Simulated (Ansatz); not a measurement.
**WS₂: geometry relaxation (part 1 of 2)**

The run: geometry relaxation of WS₂ (P3m1, 9 atoms in the cell). Method and program: DFT r2SCAN, scalar-relativistic, plane waves, PAW, no spin polarisation (Ansatz 0.2.0).

The structure derives from a Materials Project entry. It belongs to a series of runs on one base structure; here: dispersion relaxed: r2SCAN, none. Figures and captions count atoms from 1; the log counts them from 0 in places.

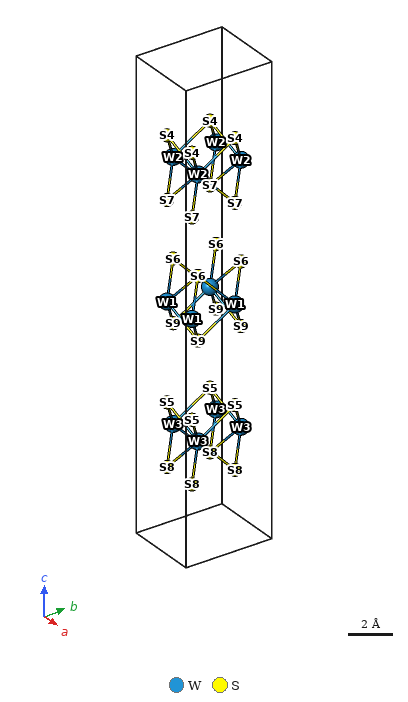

*The starting structure (ball-and-stick view of the 2 × 2 repeat of the cell, with the vacuum cut short, seen slightly off an axis; atoms are numbered from 1 in the order of the input). An atom can appear more than once, as a periodic image.*

## Results in brief

- outcome: converged
- space group (tolerance 0.01 Å): P3m1 (156) → P-6m2 (187)
- electrons treated: 78
- free energy: −36634.9201 eV
- Fermi energy: 5.936 eV
- gap on the k-point mesh: 1.48 eV
- pressure: 0.00 GPa
- final volume: 251.54 Å³
- largest force (length of the vector) at the end: 0.001 eV/Å
- final cell: a = 3.181 Å, b = 3.181 Å, c = 28.696 Å, α = 90.00°, β = 90.00°, γ = 120.00°
- hardware: 2 threads of AMD EPYC (Zen 3), 189 GiB of memory available, shared host
- wall time: 4.8 min (CPU time 9.3 min)
- peak memory: 1 GiB

The program warns: the exchange-correlation potential is rough where the density is thin. Spin–orbit coupling is left out, which matters for W.

## Input file
```yaml
crystal:
  lattice:
    - [3.1829541699, 0.0, 0.0]
    - [-1.591477085, 2.7565191702, 0.0]
    - [0.0, 0.0, 28.53221786]
  atoms:
    - { symbol: W, position: [0.6666666667, 0.3333333333, 0.65928643] }
    - { symbol: W, position: [0.3333333333, 0.6666666667, 0.88553378] }
    - { symbol: W, position: [0.3333333333, 0.6666666667, 0.43436168] }
    - { symbol: S, position: [0.6666666667, 0.3333333333, 0.94018573] }
    - { symbol: S, position: [0.6666666667, 0.3333333333, 0.48903042] }
    - { symbol: S, position: [0.3333333333, 0.6666666667, 0.71395221] }
    - { symbol: S, position: [0.6666666667, 0.3333333333, 0.83084828] }
    - { symbol: S, position: [0.6666666667, 0.3333333333, 0.37971025] }
    - { symbol: S, position: [0.3333333333, 0.6666666667, 0.60462521] }
basis:
  ecutwfc: 500
kpoints:
  mp_grid: { grid: [12, 12, 1] }
hamiltonian:
  xc: r2scan
scf:
  occupations: { method: gaussian, width: 0.02 }
output:
  forces: true
  stress: true
  eigenvalues: true
  write_density: true
  write_potential: true
  elf: true
  volumetric_format: npy
relax:
  adjacent_minimum: "off"
  f_tol: 0.01
  max_steps: 60
  cell: { stress_tol: 0.05 }
```

Launch command:
```bash
ansatz run input.yaml --threads 2 --pin off --max-ram 5120MiB --backend cpu --events-out ev --progress --plain --runs-dir out
```

## The program's output
```
Engine: ansatz 0.2.0, x86_64-unknown-linux-gnu
Pseudopotentials: kind: paw
Pseudopotential: W, paw, valence charge 14, recommended cutoff 500 eV (meta_gga), W.paw.azcp
Pseudopotential: S, paw, valence charge 6, recommended cutoff 500 eV (meta_gga), S.paw.azcp
Functional definition: r2SCAN
  parameter k0 = 0.174
  parameter k1 = 0.065
  parameter a1 = 4.9479
  exchange = r2scan_x(k0 = k0, k1 = k1, a1 = a1)
  correlation = r2scan_c
Crystal: 9 atoms, lattice volume = 250.338 Å³
Basis set: ecut = 500 eV, 6327 PW (Γ), exchange–correlation on 96×96×864 points (64 copies of the dense FFT grid, shifted against one another)
Bands: 48, of which v1, the nominal top of the filled ones, is band 39 counted from 1 (38 counted from 0)
Symmetry: 6 space group operations
Space group: P3m1 (ITA 156), of the structure as read, at distance tolerance 6.3e-5 Å
k-points: 19 of 144 (time reversal used)
Non-local potential: W, projectors of the file, l = 0: 3, l = 1: 2, l = 2: 2, l = 3: 1
Non-local potential: S, projectors of the file, l = 0: 2, l = 1: 2, l = 2: 2
PAW form: soft (Blöchl's): semilocal exchange-correlation on the pseudo side does not see the compensation charge
PAW frozen core: W, regenerated for the run's functional (the file was generated under x = pbe(κ = 0.804, μ = 0.2195149727645171), c = pbe(β = 0.06672455060314922))
PAW frozen core: S, regenerated for the run's functional (the file was generated under x = pbe(κ = 0.804, μ = 0.2195149727645171), c = pbe(β = 0.06672455060314922))
PAW one-centre angular grid: W, 590 points (default); XC on 160 Gauss nodes
PAW one-centre angular grid: S, 302 points (default); XC on 160 Gauss nodes
Initial density: superposition of atomic densities (neutral atoms: chi_scale 0, normalization atom), corrected by the library's trained network
Initial wavefunctions: pseudopotential atomic-orbital guess
Functional: x = r2scan, c = r2scan; τ floored in thin density (d = 2e-4 eV/Å³)
SCF iter   1: F=—  HF=-36634.705497 eV  |F-HF|=—  |Δ(HF+E_count)|=         —  Δρ=6.54e-3  dr2=1.09e-1  dr2_τ=2.51e-1  ethr=1.77e-3  ⟨swp⟩=8.6  Hψ=4387  notcnv=0
preconditioner: auto → Resta (q_TF=auto, 2.246 Å⁻¹)  ε∞=4.8  [insulator: Δε(μ)=1.339 eV  Ē_g=8.790 eV  σ=0.020 eV  W_gap=1.00  n_scr=20 (ndim 8)  ℏωp=17.2 eV  f_vac=0.334  D(μ)=0.00/eV (n_scr^D=0)  ε∞_Penn≈4.8  vacuum switching on, ρ_ref=5.6e-3 e/Å³]
SCF iter   2: F=—  HF=-36634.906801 eV  |F-HF|=—  |Δ(HF+E_count)|=   2.01e-1  Δρ=3.82e-3  dr2=3.12e-2  dr2_τ=4.85e-3  ethr=1.39e-4  ⟨swp⟩=3.1  Hψ=1829  notcnv=0  defer=43
SCF iter   3: F=—  HF=-36634.910564 eV  |F-HF|=—  |Δ(HF+E_count)|=   3.76e-3  Δρ=2.39e-3  dr2=5.63e-3  dr2_τ=6.88e-4  ethr=3.99e-5  ⟨swp⟩=2.9  Hψ=1346  notcnv=0  defer=43
SCF iter   4: F=—  HF=-36634.917739 eV  |F-HF|=—  |Δ(HF+E_count)|=   7.17e-3  Δρ=1.53e-4  dr2=1.21e-4  dr2_τ=1.92e-5  ethr=7.21e-6  ⟨swp⟩=2.8  Hψ=1919  notcnv=0  defer=43
SCF iter   5: F=—  HF=-36634.917853 eV  |F-HF|=—  |Δ(HF+E_count)|=   1.14e-4  Δρ=8.39e-5  dr2=5.70e-5  dr2_τ=1.91e-6  ethr=1.55e-7  ⟨swp⟩=2.6  Hψ=1631  notcnv=0  defer=43
SCF iter   6: F=—  HF=-36634.918119 eV  |F-HF|=—  |Δ(HF+E_count)|=   2.65e-4  Δρ=3.22e-5  dr2=4.83e-6  dr2_τ=3.12e-7  ethr=7.31e-8  ⟨swp⟩=2.0  Hψ=1203  notcnv=0  defer=43
SCF iter   7: F=—  HF=-36634.918126 eV  |F-HF|=—  |Δ(HF+E_count)|=   7.86e-6  Δρ=1.70e-5  dr2=1.33e-6  dr2_τ=3.60e-8  ethr=6.19e-9  ⟨swp⟩=2.1  Hψ=1364  notcnv=0  defer=43
SCF iter   8: F=—  HF=-36634.918131 eV  |F-HF|=—  |Δ(HF+E_count)|=   4.98e-6  Δρ=5.42e-6  dr2=1.31e-7  dr2_τ=4.09e-9  ethr=1.70e-9  ⟨swp⟩=2.8  Hψ=1416  notcnv=0  defer=43
SCF iter   9: F=-36634.918132 eV  HF=-36634.918132 eV  |F-HF|=3.45e-8  |Δ(HF+E_count)|=   2.90e-7  Δρ=2.90e-6  dr2=6.06e-8  dr2_τ=4.47e-9  ethr=1.28e-10  ⟨swp⟩=18.6  Hψ=8307  notcnv=0
SCF 1 converged in 9 iterations: F = -36634.918132 eV  dr2 = 6.06e-8
  greatest PAW one-centre occupation: 0.999 electrons in one spin orbital (limit 2), on the W atom at site 1 (counted from 0), in its partial waves of l = 0
relax step   1: F+E_penalty+E_count = -36634.91813162 eV  Δ(F+E_penalty+E_count) = +0.000e0 eV  max|allowed force component| = 3.581e-2 eV/Å  Δτ_max = 0.0000 Å  P = -0.080 GPa  Ω = 250.338 Å³  (9 SCF iters, dr2 threshold 1.00e-7 eV, accepted)
Crystal: 9 atoms, lattice volume = 251.604 Å³
Basis set: ecut = 500 eV, 6387 PW (Γ), exchange–correlation on 96×96×864 points (64 copies of the dense FFT grid, shifted against one another)
Initial density: handed on by an earlier stage of this run
Initial wavefunctions: those handed on with the density
iter 1 solved again at ethr=3.81e-5 eV; its pass at ethr=3.10e-3 eV (dr2=2.97e-2 eV) is discarded
SCF iter   1: F=—  HF=-36634.548825 eV  |F-HF|=—  |Δ(HF+E_count)|=         —  Δρ=4.79e-3  dr2=2.93e-2  dr2_τ=1.31e0  ethr=3.81e-5  ⟨swp⟩=2.7  Hψ=5028  notcnv=0
preconditioner: auto → Resta (q_TF=auto, 2.245 Å⁻¹)  ε∞=4.8  [insulator: Δε(μ)=1.448 eV  Ē_g=8.822 eV  σ=0.020 eV  W_gap=1.00  n_scr=20 (ndim 8)  ℏωp=17.2 eV  f_vac=0.336  D(μ)=0.00/eV (n_scr^D=0)  ε∞_Penn≈4.8  vacuum switching on, ρ_ref=5.6e-3 e/Å³]
SCF iter   2: F=—  HF=-36634.915604 eV  |F-HF|=—  |Δ(HF+E_count)|=   3.67e-1  Δρ=3.19e-3  dr2=1.44e-2  dr2_τ=9.35e-4  ethr=3.76e-5  ⟨swp⟩=4.2  Hψ=2070  notcnv=0  defer=8
SCF iter   3: F=—  HF=-36634.918665 eV  |F-HF|=—  |Δ(HF+E_count)|=   3.06e-3  Δρ=1.23e-3  dr2=2.86e-3  dr2_τ=3.79e-4  ethr=1.84e-5  ⟨swp⟩=2.5  Hψ=1632  notcnv=0  defer=3
SCF iter   4: F=—  HF=-36634.919596 eV  |F-HF|=—  |Δ(HF+E_count)|=   9.31e-4  Δρ=3.60e-4  dr2=1.07e-3  dr2_τ=1.19e-4  ethr=3.67e-6  ⟨swp⟩=2.1  Hψ=1753  notcnv=0  defer=2
SCF iter   5: F=—  HF=-36634.919471 eV  |F-HF|=—  |Δ(HF+E_count)|=   1.24e-4  Δρ=1.71e-4  dr2=1.11e-4  dr2_τ=4.65e-6  ethr=1.37e-6  ⟨swp⟩=2.2  Hψ=1273  notcnv=0  defer=2
SCF iter   6: F=—  HF=-36634.919462 eV  |F-HF|=—  |Δ(HF+E_count)|=   9.33e-6  Δρ=6.13e-5  dr2=2.03e-5  dr2_τ=4.27e-7  ethr=1.42e-7  ⟨swp⟩=2.1  Hψ=1355  notcnv=0
SCF iter   7: F=—  HF=-36634.919697 eV  |F-HF|=—  |Δ(HF+E_count)|=   2.35e-4  Δρ=1.79e-5  dr2=1.44e-6  dr2_τ=5.61e-8  ethr=2.61e-8  ⟨swp⟩=2.0  Hψ=1529  notcnv=0
SCF iter   8: F=—  HF=-36634.919698 eV  |F-HF|=—  |Δ(HF+E_count)|=   5.27e-7  Δρ=6.54e-6  dr2=3.87e-7  dr2_τ=2.50e-8  ethr=1.85e-9  ⟨swp⟩=2.0  Hψ=1444  notcnv=0
SCF iter   9: F=-36634.919698 eV  HF=-36634.919698 eV  |F-HF|=1.04e-8  |Δ(HF+E_count)|=   3.46e-8  Δρ=2.55e-6  dr2=2.25e-8  dr2_τ=1.53e-9  ethr=1.03e-10  ⟨swp⟩=12.8  Hψ=8431  notcnv=0
SCF 2 converged in 9 iterations: F = -36634.919698 eV  dr2 = 2.25e-8
relax step   2: F+E_penalty+E_count = -36634.91969754 eV  Δ(F+E_penalty+E_count) = -1.566e-3 eV  max|allowed force component| = 2.962e-2 eV/Å  Δτ_max = 0.0894 Å  P = +0.066 GPa  Ω = 251.604 Å³  energy of the carried Pulay correction = -2.239e-4 eV  (9 SCF iters, dr2 threshold 8.01e-8 eV, accepted)
Crystal: 9 atoms, lattice volume = 251.448 Å³
Basis set: ecut = 500 eV, 6351 PW (Γ), exchange–correlation on 96×96×864 points (64 copies of the dense FFT grid, shifted against one another)
iter 1 solved again at ethr=2.47e-6 eV; its pass at ethr=3.10e-3 eV (dr2=1.93e-3 eV) is discarded
SCF iter   1: F=—  HF=-36634.892495 eV  |F-HF|=—  |Δ(HF+E_count)|=         —  Δρ=1.22e-3  dr2=1.76e-3  dr2_τ=8.84e-2  ethr=2.47e-6  ⟨swp⟩=3.0  Hψ=4658  notcnv=0
preconditioner: auto → Resta (q_TF=auto, 2.245 Å⁻¹)  ε∞=4.8  [insulator: Δε(μ)=1.491 eV  Ē_g=8.828 eV  σ=0.020 eV  W_gap=1.00  n_scr=20 (ndim 8)  ℏωp=17.2 eV  f_vac=0.334  D(μ)=0.00/eV (n_scr^D=0)  ε∞_Penn≈4.8  vacuum switching on, ρ_ref=5.7e-3 e/Å³]
SCF iter   2: F=—  HF=-36634.919296 eV  |F-HF|=—  |Δ(HF+E_count)|=   2.68e-2  Δρ=8.25e-4  dr2=8.82e-4  dr2_τ=5.26e-5  ethr=2.26e-6  ⟨swp⟩=2.2  Hψ=1839  notcnv=0
SCF iter   3: F=—  HF=-36634.919595 eV  |F-HF|=—  |Δ(HF+E_count)|=   2.99e-4  Δρ=1.72e-4  dr2=1.23e-4  dr2_τ=2.52e-5  ethr=1.13e-6  ⟨swp⟩=2.0  Hψ=1557  notcnv=0
SCF iter   4: F=—  HF=-36634.919596 eV  |F-HF|=—  |Δ(HF+E_count)|=   1.14e-6  Δρ=6.93e-5  dr2=4.03e-5  dr2_τ=3.27e-6  ethr=1.58e-7  ⟨swp⟩=2.0  Hψ=1348  notcnv=0
SCF iter   5: F=—  HF=-36634.919836 eV  |F-HF|=—  |Δ(HF+E_count)|=   2.39e-4  Δρ=4.04e-5  dr2=5.13e-6  dr2_τ=1.43e-7  ethr=5.17e-8  ⟨swp⟩=2.0  Hψ=1223  notcnv=0
SCF iter   6: F=—  HF=-36634.919836 eV  |F-HF|=—  |Δ(HF+E_count)|=   1.45e-7  Δρ=9.39e-6  dr2=5.85e-7  dr2_τ=4.74e-8  ethr=6.58e-9  ⟨swp⟩=2.0  Hψ=1586  notcnv=0
SCF iter   7: F=—  HF=-36634.919836 eV  |F-HF|=—  |Δ(HF+E_count)|=   3.02e-8  Δρ=5.30e-6  dr2=1.70e-7  dr2_τ=5.54e-9  ethr=7.50e-10  ⟨swp⟩=2.2  Hψ=1410  notcnv=0
SCF iter   8: F=-36634.919836 eV  HF=-36634.919836 eV  |F-HF|=2.78e-9  |Δ(HF+E_count)|=   3.07e-8  Δρ=1.18e-6  dr2=6.58e-9  dr2_τ=1.03e-9  ethr=7.03e-11  ⟨swp⟩=14.5  Hψ=7880  notcnv=0
SCF 3 converged in 8 iterations: F = -36634.919836 eV  dr2 = 6.58e-9
  greatest PAW one-centre occupation: 0.999 electrons in one spin orbital (limit 2), on the W atom at site 0 (counted from 0), in its partial waves of l = 0
relax step   3: F+E_penalty+E_count = -36634.91983572 eV  Δ(F+E_penalty+E_count) = -1.382e-4 eV  max|allowed force component| = 7.785e-3 eV/Å  Δτ_max = 0.0225 Å  P = +0.023 GPa  Ω = 251.448 Å³  energy of the carried Pulay correction = -1.963e-4 eV  (8 SCF iters, dr2 threshold 5.48e-8 eV, accepted)
Crystal: 9 atoms, lattice volume = 251.540 Å³
Basis set: ecut = 500 eV, 6375 PW (Γ), exchange–correlation on 96×96×864 points (64 copies of the dense FFT grid, shifted against one another)
iter 1 solved again at ethr=2.32e-7 eV; its pass at ethr=3.10e-3 eV (dr2=1.81e-4 eV) is discarded
SCF iter   1: F=—  HF=-36634.917523 eV  |F-HF|=—  |Δ(HF+E_count)|=         —  Δρ=3.38e-4  dr2=1.50e-4  dr2_τ=6.70e-3  ethr=2.32e-7  ⟨swp⟩=3.0  Hψ=4749  notcnv=0
preconditioner: auto → Resta (q_TF=auto, 2.245 Å⁻¹)  ε∞=4.8  [insulator: Δε(μ)=1.483 eV  Ē_g=8.826 eV  σ=0.020 eV  W_gap=1.00  n_scr=20 (ndim 8)  ℏωp=17.2 eV  f_vac=0.334  D(μ)=0.00/eV (n_scr^D=0)  ε∞_Penn≈4.8  vacuum switching on, ρ_ref=5.6e-3 e/Å³]
SCF iter   2: F=—  HF=-36634.919628 eV  |F-HF|=—  |Δ(HF+E_count)|=   2.11e-3  Δρ=2.29e-4  dr2=6.89e-5  dr2_τ=4.40e-6  ethr=1.92e-7  ⟨swp⟩=2.1  Hψ=1663  notcnv=0
SCF iter   3: F=—  HF=-36634.919652 eV  |F-HF|=—  |Δ(HF+E_count)|=   2.36e-5  Δρ=6.47e-5  dr2=1.35e-5  dr2_τ=2.11e-6  ethr=8.83e-8  ⟨swp⟩=2.0  Hψ=1554  notcnv=0
SCF iter   4: F=—  HF=-36634.919646 eV  |F-HF|=—  |Δ(HF+E_count)|=   5.44e-6  Δρ=2.12e-5  dr2=4.25e-6  dr2_τ=3.14e-7  ethr=1.73e-8  ⟨swp⟩=2.7  Hψ=1860  notcnv=0
SCF iter   5: F=—  HF=-36634.919875 eV  |F-HF|=—  |Δ(HF+E_count)|=   2.29e-4  Δρ=1.00e-5  dr2=3.42e-7  dr2_τ=8.64e-9  ethr=5.45e-9  ⟨swp⟩=2.0  Hψ=1154  notcnv=0
SCF iter   6: F=—  HF=-36634.919875 eV  |F-HF|=—  |Δ(HF+E_count)|=   3.98e-8  Δρ=4.15e-6  dr2=1.51e-7  dr2_τ=9.98e-9  ethr=4.38e-10  ⟨swp⟩=2.0  Hψ=1570  notcnv=0
SCF iter   7: F=—  HF=-36634.919875 eV  |F-HF|=—  |Δ(HF+E_count)|=   1.56e-9  Δρ=1.43e-6  dr2=1.16e-8  dr2_τ=3.54e-10  ethr=1.94e-10  ⟨swp⟩=2.0  Hψ=1168  notcnv=0
SCF iter   8: F=-36634.919875 eV  HF=-36634.919875 eV  |F-HF|=1.02e-10  |Δ(HF+E_count)|=   5.88e-9  Δρ=4.13e-7  dr2=7.05e-10  dr2_τ=8.25e-11  ethr=1.01e-11  ⟨swp⟩=11.5  Hψ=6915  notcnv=0
SCF 4 converged in 8 iterations: F = -36634.919875 eV  dr2 = 7.05e-10
relax step   4: F+E_penalty+E_count = -36634.91987550 eV  Δ(F+E_penalty+E_count) = -3.978e-5 eV  max|allowed force component| = 5.754e-4 eV/Å  Δτ_max = 0.0056 Å  P = -0.002 GPa  Ω = 251.540 Å³  energy of the carried Pulay correction = -2.125e-4 eV  (8 SCF iters, dr2 threshold 7.91e-9 eV, accepted)
Initial wavefunctions: pseudopotential atomic-orbital guess (no wavefunctions were taken with the density)
iter 1 solved again at ethr=2.45e-7 eV; its pass at ethr=3.10e-3 eV (dr2=1.91e-4 eV) is discarded
SCF iter   1: F=—  HF=-36634.919760 eV  |F-HF|=—  |Δ(HF+E_count)|=         —  Δρ=1.93e-5  dr2=4.86e-8  dr2_τ=4.04e-7  ethr=2.45e-7  ⟨swp⟩=4.4  Hψ=7714  notcnv=0
eigensolver tolerance schedule: the retry pair's looser diagonalisation over-reported the residual by 3926.11 of it (diagonalisation noise at 0.45 of the residual, at the tolerance the schedule requests for it); recorded, not acted on — ethr = c·dr2/N_el stays at c = 1.0e-1
preconditioner: auto → Resta (q_TF=auto, 2.245 Å⁻¹)  ε∞=4.8  [insulator: Δε(μ)=1.481 eV  Ē_g=8.826 eV  σ=0.020 eV  W_gap=1.00  n_scr=20 (ndim 8)  ℏωp=17.2 eV  f_vac=0.334  D(μ)=0.00/eV (n_scr^D=0)  ε∞_Penn≈4.8  vacuum switching on, ρ_ref=5.6e-3 e/Å³]
SCF iter   2: F=—  HF=-36634.920043 eV  |F-HF|=—  |Δ(HF+E_count)|=   2.82e-4  Δρ=9.72e-6  dr2=1.34e-8  dr2_τ=1.41e-7  ethr=6.23e-11  ⟨swp⟩=4.8  Hψ=2945  notcnv=0
SCF iter   3: F=—  HF=-36634.920098 eV  |F-HF|=—  |Δ(HF+E_count)|=   5.56e-5  Δρ=1.40e-6  dr2=7.43e-9  dr2_τ=1.29e-9  ethr=1.72e-11  ⟨swp⟩=4.2  Hψ=2598  notcnv=0
SCF iter   4: F=—  HF=-36634.920101 eV  |F-HF|=—  |Δ(HF+E_count)|=   3.10e-6  Δρ=4.00e-7  dr2=1.00e-9  dr2_τ=9.96e-11  ethr=9.52e-12  ⟨swp⟩=3.2  Hψ=2014  notcnv=0
SCF iter   5: F=—  HF=-36634.920101 eV  |F-HF|=—  |Δ(HF+E_count)|=   2.94e-8  Δρ=1.97e-7  dr2=3.57e-10  dr2_τ=1.12e-11  ethr=1.28e-12  ⟨swp⟩=3.2  Hψ=1762  notcnv=0
SCF iter   6: F=—  HF=-36634.920101 eV  |F-HF|=—  |Δ(HF+E_count)|=   3.95e-9  Δρ=7.41e-8  dr2=1.14e-10  dr2_τ=2.00e-12  ethr=1.00e-12  ⟨swp⟩=2.3  Hψ=1378  notcnv=0
SCF iter   7: F=-36634.920101 eV  HF=-36634.920101 eV  |F-HF|=1.46e-11  |Δ(HF+E_count)|=  2.18e-10  Δρ=4.23e-8  dr2=1.66e-11  dr2_τ=6.32e-13  ethr=1.00e-12  ⟨swp⟩=9.1  Hψ=5338  notcnv=0
SCF 5 converged in 7 iterations: F = -36634.920101 eV  dr2 = 1.66e-11
relax step   5: F+E_penalty+E_count = -36634.92010141 eV  Δ(F+E_penalty+E_count) = -2.259e-4 eV  max|allowed force component| = 5.712e-4 eV/Å  Δτ_max = 0.0000 Å  P = -0.002 GPa  Ω = 251.540 Å³  stress off target by 1.73e-3 GPa  SCF on the basis re-selected at this cell (its energy is not comparable with the rows above)  (7 SCF iters)
```

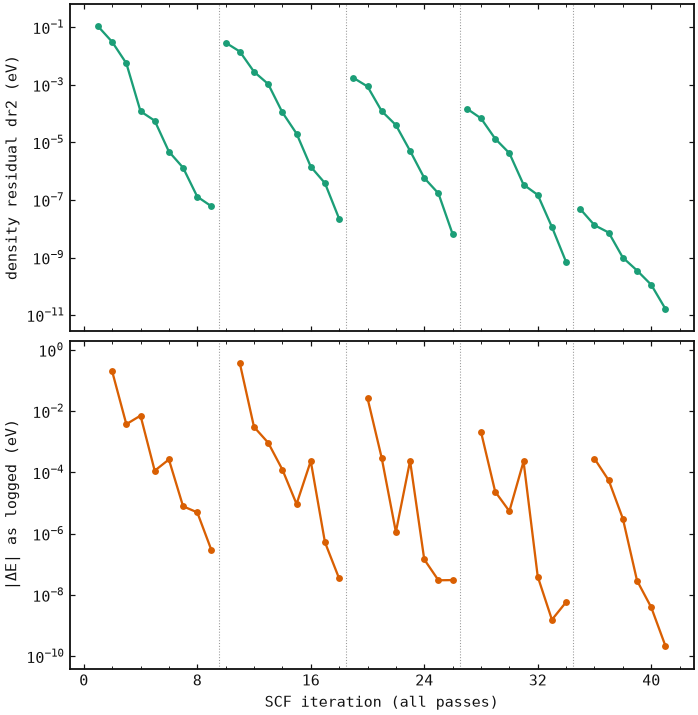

*Convergence of the self-consistent field: density residual dr2 and size of the energy change against the SCF iteration. The dotted lines part the SCF passes of the relaxation: geometry steps, rejected trials and re-solves on a re-selected basis.*

The 5 passes take 7 to 9 iterations each, 41 in all.
